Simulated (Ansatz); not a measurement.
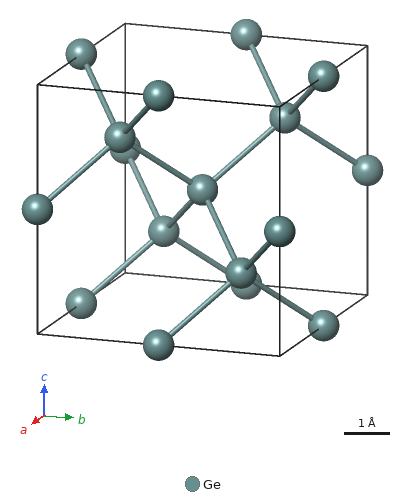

Normal modes of a crystal of Ge (a generated structure), space group Fd-3m (No. 227), at the zone centre. The picture is a ball-and-stick view of the conventional cell (4 times the calculation's cell), seen from a free direction. Lengths and directions refer to the drawn axes.

Computed with DFT PBE, scalar-relativistic, plane waves, PAW (Ansatz). Settings: plane-wave cutoff 420 eV; k-point mesh 20 × 20 × 20; occupations fermi dirac; smearing width 0.15 eV; no spin polarisation.

The frequencies depend somewhat on the k-mesh and the smearing.

### Which optical modes does it have, at what frequencies, and is it stable there?

The calculation's cell holds 2 atoms, so there are 3 optical modes, in 1 level. The optical modes span T₂g. No level is unstable.

```csv
level,symmetry,frequency (cm⁻¹),activity
1,T₂g,272,Raman-active
```

The modes drawn as arrows (one member of each degenerate set):

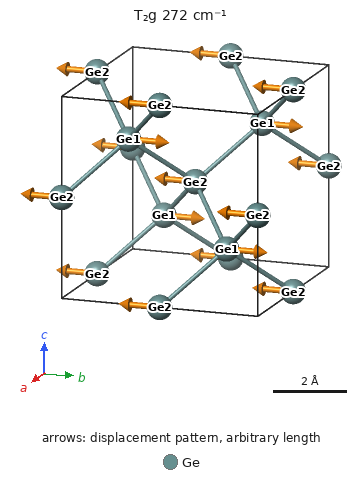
